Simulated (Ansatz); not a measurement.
**Band-structure calculation of BeTe**

System: BeTe (R3m, 2 atoms in the cell).
Method: DFT, PBE, plane waves, PAW, no spin polarisation (Ansatz 0.2.0).

The structure was built on a prototype by a generator. The geometry comes from this level: r2SCAN (a point of a series of strains). It belongs to a series of runs on one base structure; here: epitaxial_111 strain -1.0%.

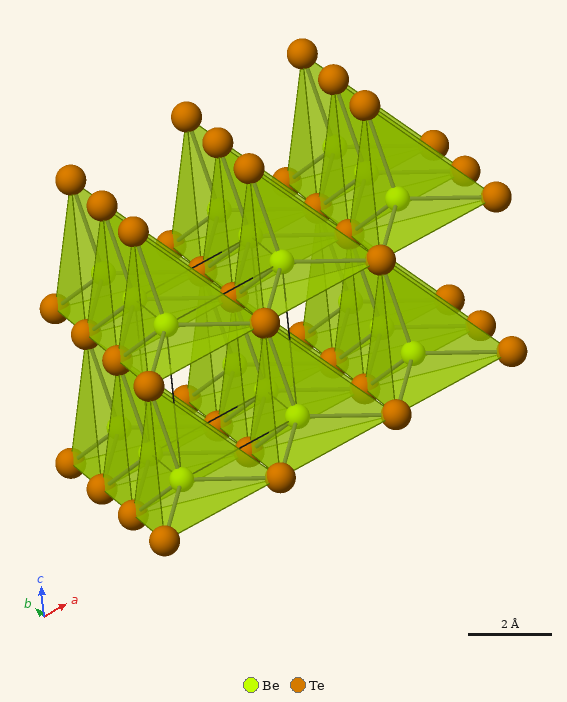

**Figure 1.** The structure (polyhedral view of the reduced cell, repeated 2 × 2 × 1, seen slightly off an axis; polyhedra are completed across the faces of the cell). An atom can appear more than once, as a periodic image.

### Summary

| quantity | value |
| --- | --- |
| outcome | converged |
| space group (tolerance 0.01 Å) | R3m (160) |
| electrons treated | 18 |
| free energy | −7073.4398 eV |
| Fermi energy | 8.451 eV |
| gap on the k-point mesh | 1.94 eV |
| pressure | 1.17 GPa |
| largest force (length of the vector) | 0.003 eV/Å |
| hardware | 2 threads of AMD EPYC (Zen 3), 264 GiB of memory available, shared host |
| wall time | 1.9 s (CPU time 3.5 s) |
| peak memory | 0.44 GiB |

Spin-orbit coupling is left out, which matters for Te.

### The input
```yaml
crystal:
  lattice:
    - [0.0260618416, 2.8263992308, 2.8263992308]
    - [2.8263992308, 0.0260618416, 2.8263992308]
    - [2.8263992308, 2.8263992308, 0.0260618416]
  atoms:
    - { symbol: Be, position: [0.0005241536, 0.0005241536, 0.0005241536] }
    - { symbol: Te, position: [0.2494758464, 0.2494758464, 0.2494758464] }
kpoints:
  mp_grid: { grid: [8, 8, 8] }
  band_path:
    path:
      - [0.0, 0.0, 0.0]
      - [-0.5, -0.5, 0.0]
      - [-0.375, -0.375, 0.25]
      - [-0.375, 0.0, 0.375]
      - [0.0, 0.0, 0.5]
      - [-0.5, -0.25, 0.25]
      - [0.0, 0.5, 0.5]
    npoints: 1
hamiltonian:
  xc: pbe
scf:
  occupations: { method: fermi_dirac, width: 0.02 }
  n_extra_bands: 4
output:
  forces: true
  stress: true
  eigenvalues: true
  write_density: true
  write_potential: true
  elf: true
  volumetric_format: npy
```

Launch command:
```bash
ansatz run input.yaml --threads 2 --pin off --max-ram 18432MiB --backend cpu --events-out ev --progress --plain --runs-dir out
```

### What the program printed
```
scf.n_extra_bands = 4 over 9 filled bands (N_el = 18.0): the run solves 13 bands
Engine: ansatz 0.2.0, x86_64-unknown-linux-gnu
Pseudopotentials: kind: paw
Pseudopotential: Be, paw, valence charge 2, recommended cutoff 420 eV (normal), Be.paw.azcp
Pseudopotential: Te, paw, valence charge 16, recommended cutoff 420 eV (normal), Te.paw.azcp
Functional definition: PBE
  parameter kappa = 0.804
  parameter beta = 0.06672455060314922
  exchange = pbe_x(kappa = kappa, mu = beta*pi^2/3)
  correlation = pbe_c(beta = beta)
Crystal: 2 atoms, lattice volume = 44.533 Å³
Basis set: ecut = 420 eV, 881 PW (Γ), exchange–correlation on 54×54×54 points (8 copies of the dense FFT grid, shifted against one another)
Bands: 13, of which v1, the nominal top of the filled ones, is band 9 counted from 1 (8 counted from 0)
Symmetry: 6 space group operations
Space group: R3m (ITA 160), of the structure as read, at distance tolerance 3.5e-5 Å
k-points: 65 of 512 (time reversal used)
Non-local potential: Be, projectors of the file, l = 0: 2, l = 1: 2, l = 2: 1
Non-local potential: Te, projectors of the file, l = 0: 2, l = 1: 2, l = 2: 2, l = 3: 2
PAW form: soft (Blöchl's): semilocal exchange-correlation on the pseudo side does not see the compensation charge
PAW one-centre angular grid: Be, 110 points (default); XC on 64 Gauss nodes
PAW one-centre angular grid: Te, 590 points (default); XC on 64 Gauss nodes
Initial density: superposition of atomic densities (neutral atoms: chi_scale 0, normalization atom), corrected by the library's trained network
Initial wavefunctions: pseudopotential atomic-orbital guess
Functional: x = pbe(κ = 0.804, μ = 0.2195149727645171), c = pbe(β = 0.06672455060314922)
SCF iter   1: F=—  HF=-7073.439948 eV  |F-HF|=—  |Δ(HF+E_count)|=         —  Δρ=5.45e-4  dr2=1.71e-4  ethr=1.77e-3  ⟨swp⟩=7.2  Hψ=5564  notcnv=0
preconditioner: auto → none  [insulator: Δε(μ)=1.940 eV  Ē_g=10.317 eV  σ=0.020 eV  W_gap=1.00  n_scr=14 (ndim 8)  ℏωp=15.7 eV  f_vac=0.010  D(μ)=0.00/eV (n_scr^D=0)  ε∞_Penn≈3.3]
SCF iter   2: F=—  HF=-7073.439759 eV  |F-HF|=—  |Δ(HF+E_count)|=   1.89e-4  Δρ=4.15e-4  dr2=1.27e-4  ethr=9.47e-7  ⟨swp⟩=2.3  Hψ=2190  notcnv=0
SCF iter   3: F=—  HF=-7073.439723 eV  |F-HF|=—  |Δ(HF+E_count)|=   3.53e-5  Δρ=2.25e-4  dr2=2.40e-5  ethr=7.04e-7  ⟨swp⟩=2.0  Hψ=1095  notcnv=0
SCF iter   4: F=—  HF=-7073.439766 eV  |F-HF|=—  |Δ(HF+E_count)|=   4.23e-5  Δρ=9.96e-5  dr2=6.24e-6  ethr=1.33e-7  ⟨swp⟩=2.0  Hψ=1430  notcnv=0
SCF iter   5: F=—  HF=-7073.439769 eV  |F-HF|=—  |Δ(HF+E_count)|=   3.35e-6  Δρ=7.37e-5  dr2=4.64e-6  ethr=3.47e-8  ⟨swp⟩=1.0  Hψ=846  notcnv=0
SCF iter   6: F=—  HF=-7073.439768 eV  |F-HF|=—  |Δ(HF+E_count)|=   1.30e-6  Δρ=2.81e-5  dr2=6.90e-7  ethr=2.58e-8  ⟨swp⟩=2.0  Hψ=1096  notcnv=0
SCF iter   7: F=—  HF=-7073.439768 eV  |F-HF|=—  |Δ(HF+E_count)|=   2.21e-7  Δρ=1.12e-5  dr2=1.10e-7  ethr=3.83e-9  ⟨swp⟩=2.0  Hψ=1093  notcnv=0
SCF iter   8: F=-7073.439768 eV  HF=-7073.439768 eV  |F-HF|=1.76e-8  |Δ(HF+E_count)|=   3.49e-8  Δρ=4.86e-6  dr2=2.06e-8  ethr=5.56e-10  ⟨swp⟩=8.5  Hψ=4827  notcnv=0
SCF 1 converged in 8 iterations: F = -7073.439768 eV  dr2 = 2.06e-8
  greatest PAW one-centre occupation: 0.998 electrons in one spin orbital (limit 2), on the Te atom at site 1 (counted from 0), in its partial waves of l = 2
NSCF: frozen V_eff on 7 k-points
SCF converged after 8 iterations
Free energy (F): -7073.439768 eV
Harris-Foulkes:  -7073.439768 eV  (|F-HF|=1.76e-8)
Internal energy: -7073.439768 eV  (E = F + TS)
E sigma→0 (E₀):  -7073.439768 eV
Fermi energy:    8.450914 eV
--- Per-component energies (eV) ---
  E_band       = -267.439946
  E_kinetic    = 199.924180
  E_local      = -1366.958951  (includes V_loc(G=0)·N_el)
  E_nonlocal   = -305.086562
  E_hartree    = 855.883302
  E_xc         = -143.409805
  E_vxc        = -124.196385  (∫ρ·V_xc dr)
  E_paw        = -4722.781752  (= ΣΔE_a)
  E_vpaw       = -382.883184  (= ΣTr[D̂ρ^β])
  E_aug_tail   = -0.000197  (compensation charges beyond the density's cutoff)
  E_ewald      = -1591.009982
  E_smearing   = -0.000000  (= −TS)
  E_closure    = -0.000000  (closes the sum)
  Σ components = -7073.439768   (vs F -7073.439768, Δ=0.00e0)
--- Forces (eV/Å), atoms counted from 1 ---
  atom   1  Be     0.00191818     0.00191818     0.00191818
  atom   2  Te    -0.00192072    -0.00192072    -0.00192072
  max |Σ_I F_I| component: 2.54e-6 eV/Å
--- Stress (GPa, compression-positive) ---
        1.170063      -0.480389      -0.480389
       -0.480389       1.170063      -0.480389
       -0.480389      -0.480389       1.170063
  P = ⅓ Tr σ = 1.1701 GPa (11.701 kbar)
--- Band table (eV; the first three rows and the last of 65) ---
  k-point 0: bands = ["-28.7890", "-28.7874", "-28.7874", "-28.7749", "-28.7749", "-4.8677", "7.3758", "7.4855", "7.4855", "10.9428", "11.1208", "11.1208", "11.3393"]
  k-point 1: bands = ["-28.7885", "-28.7871", "-28.7870", "-28.7749", "-28.7748", "-4.7181", "6.1597", "7.1549", "7.2415", "10.9667", "11.3646", "11.4684", "12.6205"]
  k-point 2: bands = ["-28.7875", "-28.7864", "-28.7861", "-28.7748", "-28.7743", "-4.3052", "4.1450", "6.7209", "6.7878", "10.7491", "11.9005", "11.9935", "14.5179"]
  k-point 64: bands = ["-28.7870", "-28.7844", "-28.7844", "-28.7745", "-28.7745", "-3.5681", "1.8894", "6.3857", "6.3857", "10.6565", "12.1185", "12.1185", "15.3442"]
```

### File bands.tsv
```
# k_distance	band_0	band_1	band_2	band_3	band_4	band_5	band_6	band_7	band_8	band_9	band_10	band_11	band_12
# fermi_ev = 8.450914
# lock_threshold_ev = 1e-6
# [0, 0, 0] at k_distance = 0.000000
# [-0.5, -0.5, 0] at k_distance = 1.116737
# [-0.375, -0.375, 0.25] at k_distance = 1.509743
# [-0.375, 0, 0.375] at k_distance = 2.194650
# [0, 0, 0.5] at k_distance = 2.879557
# [-0.5, -0.25, 0.25] at k_distance = 3.665569
# [0, 0.5, 0.5] at k_distance = 4.909517
# levels_relative_to = fermi_ev
# free_energy_ev = -7073.439768
# largest_residual_norms_ev = 4.158e-4 3.050e-4 3.638e-4 3.314e-4 4.167e-4 1.062e-3 9.556e-4 5.992e-4 6.168e-4 9.569e-4 8.898e-4 1.255e-3 1.407e-3
0.000000	-37.239929	-37.238333	-37.238333	-37.225846	-37.225846	-13.318568	-1.075135	-0.965437	-0.965437	2.491867	2.669890	2.669890	2.888416
1.116737	-37.240371	-37.232762	-37.231917	-37.227648	-37.223026	-11.476534	-6.123810	-3.702253	-3.598271	0.973513	1.683041	8.732993	8.773513
1.509743	-37.238458	-37.234018	-37.232824	-37.226882	-37.223906	-11.509336	-5.771071	-4.900524	-3.190689	1.768947	4.183518	6.919644	7.240321
2.194650	-37.238529	-37.233656	-37.233307	-37.226456	-37.223981	-11.489511	-5.763849	-4.875314	-3.283928	1.657572	4.391115	6.870752	7.237354
2.879557	-37.237149	-37.236221	-37.236026	-37.225178	-37.224102	-11.953027	-6.548502	-2.181202	-2.136553	2.055334	3.561971	3.629742	6.805308
3.665569	-37.236909	-37.235860	-37.232293	-37.226526	-37.224165	-11.443073	-5.590734	-4.702272	-4.213720	4.279695	4.526829	4.639171	5.232010
4.909517	-37.240371	-37.232762	-37.231917	-37.227648	-37.223026	-11.476534	-6.123810	-3.702253	-3.598271	0.973513	1.683041	8.732993	8.773513
```

### File rho_z.tsv
```
# z_ang	rho[e/angstrom^3]
# format = ansatz-planar-average/11
# lattice	0.026061842	2.826399231	2.826399231
# lattice	2.826399231	0.026061842	2.826399231
# lattice	2.826399231	2.826399231	0.026061842
# sites	2
# site	4	0.002976595	0.002976595	0.002976595
# site	52	1.416738481	1.416738481	1.416738481
0.000000	2.543451e-1
0.148045	3.260288e-1
0.296090	4.441214e-1
0.444135	6.146862e-1
0.592180	8.155621e-1
0.740225	1.001661e0
0.888270	1.121258e0
1.036316	1.136828e0
1.184361	1.041168e0
1.332406	8.608883e-1
1.480451	6.458110e-1
1.628496	4.486596e-1
1.776541	3.047601e-1
1.924586	2.197483e-1
2.072631	1.740156e-1
2.220676	1.448529e-1
2.368721	1.228322e-1
2.516766	1.070944e-1
2.664811	9.698823e-2
2.812856	9.194510e-2
2.960902	9.191443e-2
3.108947	9.670156e-2
3.256992	1.065709e-1
3.405037	1.219066e-1
3.553082	1.432489e-1
3.701127	1.718050e-1
3.849172	2.078535e-1
```

### File v_z.tsv
```
# z_ang	v_es[eV]	v_tot[eV]
# format = ansatz-planar-average/11
# xc	pbe
# density_cutoff_ev	1680
# datasets	Be=:simpson_from_first_knot:soft	Te=:simpson_from_first_knot:soft
# lattice	0.026061842	2.826399231	2.826399231
# lattice	2.826399231	0.026061842	2.826399231
# lattice	2.826399231	2.826399231	0.026061842
# sites	2
# site	4	0.002976595	0.002976595	0.002976595
# site	52	1.416738481	1.416738481	1.416738481
0.000000	1.316450e0	-8.761021e0
0.148045	7.813029e-1	-9.757579e0
0.296090	1.167798e0	-9.752784e0
0.444135	2.365745e0	-8.838281e0
0.592180	4.078515e0	-7.314984e0
0.740225	5.859908e0	-5.652346e0
0.888270	7.192417e0	-4.333123e0
1.036316	7.764011e0	-3.633971e0
1.184361	7.619130e0	-3.526874e0
1.332406	6.988495e0	-3.781685e0
1.480451	6.235514e0	-4.039076e0
1.628496	5.734214e0	-3.955458e0
1.776541	5.741764e0	-3.326307e0
1.924586	6.343417e0	-2.146017e0
2.072631	7.411789e0	-5.751510e-1
2.220676	8.605136e0	1.052050e0
2.368721	9.521176e0	2.321109e0
2.516766	1.001056e1	3.064413e0
2.664811	1.018629e1	3.370073e0
2.812856	1.010780e1	3.298383e0
2.960902	9.795953e0	2.887289e0
3.108947	9.239221e0	2.113930e0
3.256992	8.349824e0	9.198934e-1
3.405037	7.152504e0	-6.555424e-1
3.553082	5.774244e0	-2.547379e0
3.701127	4.228740e0	-4.711260e0
3.849172	2.607768e0	-6.935492e0
```

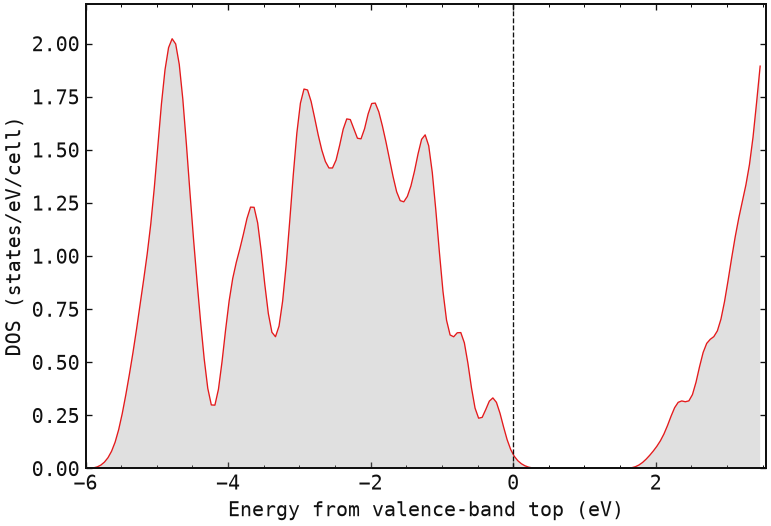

**Figure 2.** Density of states (the curve is built from the levels of the k mesh with Gaussians 0.3 eV wide, which also blur the band edges), with energies from the valence-band top. There is a gap of 1.94 eV on the k-point mesh. Small ripples come from the finite k-point mesh.

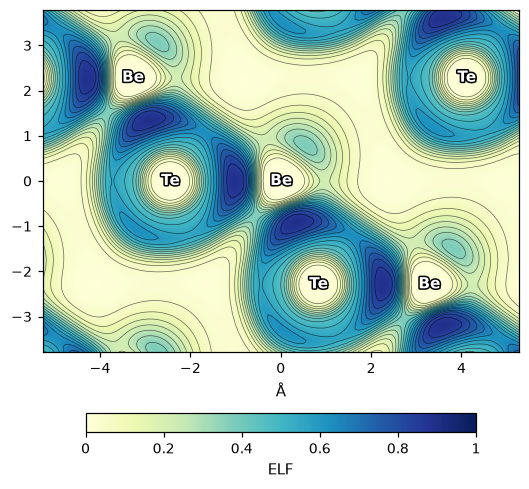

**Figure 3.** Electron localisation function on the (110) plane of the conventional cell. Core electrons are frozen (PAW), so the fields are smoothed inside the atomic spheres.
